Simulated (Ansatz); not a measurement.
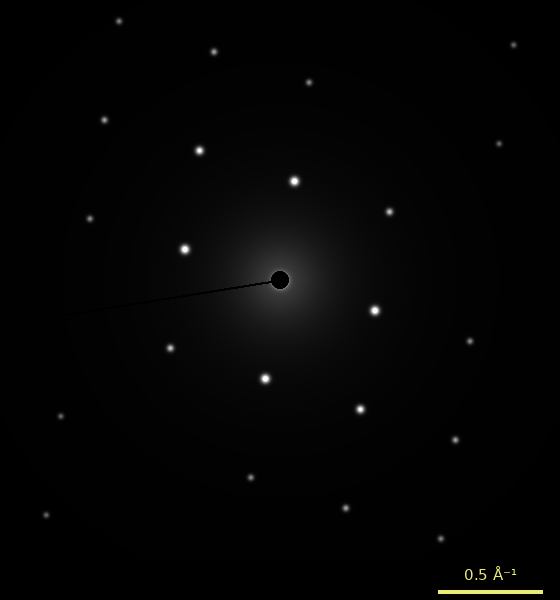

Computed electron diffraction pattern, 200 kV, single scattering only, B = 0.5 Å².

Describe the geometry of this pattern.

Answer. The spots form a centred rectangular net with both shortest vectors at d = 2.08 Å, 80.5° apart.

What is the point symmetry of the pattern, intensities included?

Answer. 2mm. A zero-layer kinematic pattern is always centrosymmetric (Friedel's law).

What was simulated?

Answer. This cannot be fixed from one zone alone; the pattern is [211] of Rh, space group P6_3/mmc (No. 194), a = 2.723 Å, c = 4.394 Å (hexagonal axes). The net vectors are 0 1 -1 and -1 1 1. Structure: the end point of a relaxation with Ansatz, DFT, PBE, plane waves (420 eV) with PAW, scalar-relativistic; the starting structure was generated, so it need not be a known form of this composition.
